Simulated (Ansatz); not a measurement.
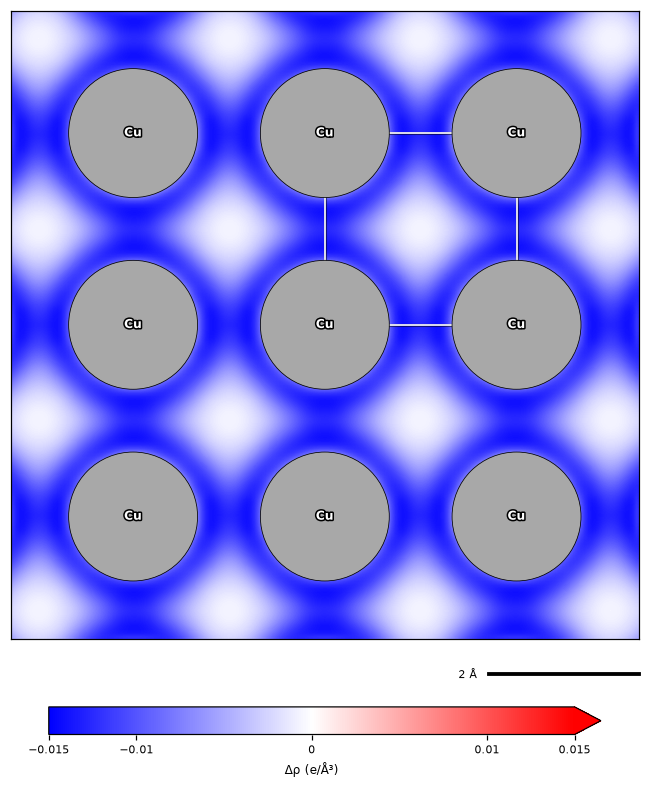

Cu. Difference of the valence pseudo-densities of two functionals at the same geometry, on the (110) plane of the calculation cell: PBE0 less LDA.

Space group Fm-3m.

Both computed with Ansatz (plane waves, PAW), on the same k-point mesh. Grey discs cover the atomic cores.

Question: Where does the change of functional move the electrons?

Answer: Against LDA, PBE0 gives less density around Cu (−0.013 e/Å³ on average at 1.0 Å from the nucleus) and a change of −0.013 e/Å³ at the midpoint of Cu–Cu.
